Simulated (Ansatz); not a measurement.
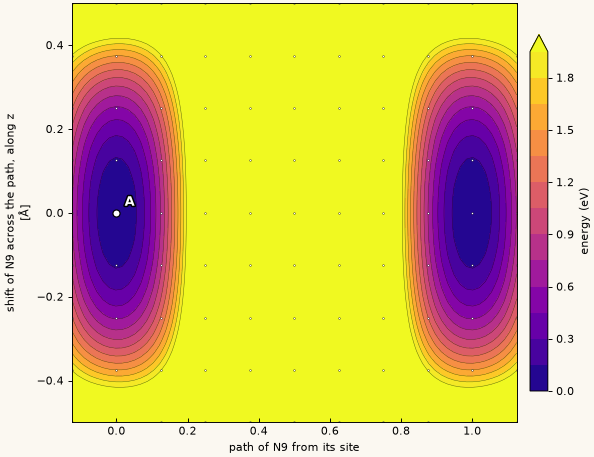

AlN (Fm-3m phase) with one N vacancy (15 atoms in the cell, cell charge +3). 
- An atom moved over a plane that holds its own site and a neighbouring vacancy (x, y and z along the cube axes).
- Coordinates scanned: (1) path of N9 from its site (0) to the vacancy (1), 2.836 Å; (2) shift of N9 across the path, along z.
- Nothing is relaxed (all other atoms held at the sites of the perfect crystal).
- Grid: 11 × 9 points; 25 points were computed and 74 follow by symmetry.
- Points are written as (first, second).
- Energies: eV per cell, counted from the lowest grid point.
- The cell is charged on a uniform background, without a charge correction.
- Method: DFT LDA, scalar-relativistic, plane waves, PAW (Ansatz 0.2.0). Settings: cutoff 420 eV, k-mesh 4×4×4, gaussian smearing 0.05 eV, no spin polarisation.

In the figure: filled contours, dots at the grid points, one colour for all values above the top of the scale, the well A. Between grid points the surface is interpolated.

> Estimate the position of the minimum and the force constants in these coordinates. Take the well at A.

The interpolated minimum is at the first coordinate ≈ 0.000, the second coordinate ≈ 0.000 Å. The curvatures there are about 97.5 eV and 16 eV/Å², with a cross term of about 0 eV/Å (per cell of 15 atoms). Round the minimum the two coordinates are nearly uncoupled.
